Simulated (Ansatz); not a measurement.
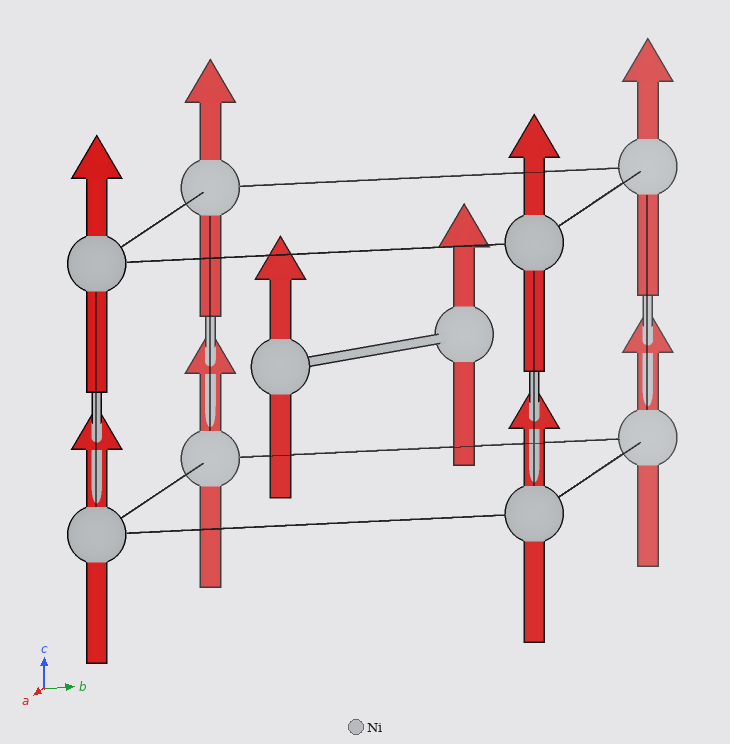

We look at a ball-and-stick model of the crystal slightly off an axis. The parallelepiped is the simulation cell. Arrows are the site magnetic moments above 0.25 μB; longer means larger, and red and blue are up and down (without spin-orbit coupling the axis itself is arbitrary).

This is the state reached for Ni. Level of theory and settings: DFT PBEsol, scalar-relativistic, plane waves, PAW (Ansatz), an energy cutoff of 420 eV, Brillouin-zone sampling on a 15×15×20 mesh, Gaussian smearing of 0.1 eV, collinear spins.

Q: Read the magnetic state from the picture.

A: Ferromagnetic (within this cell). Site moments: 3 Ni +0.6 to +0.7 μB. The net spin moment of the whole cell is 1.9 μB.

The model was built from a textbook structure type filled with this element (whether it is the usual form wasn't checked). The picture shows the end point of a geometry optimisation with DFT PBEsol, scalar-relativistic, plane waves, PAW in Ansatz.
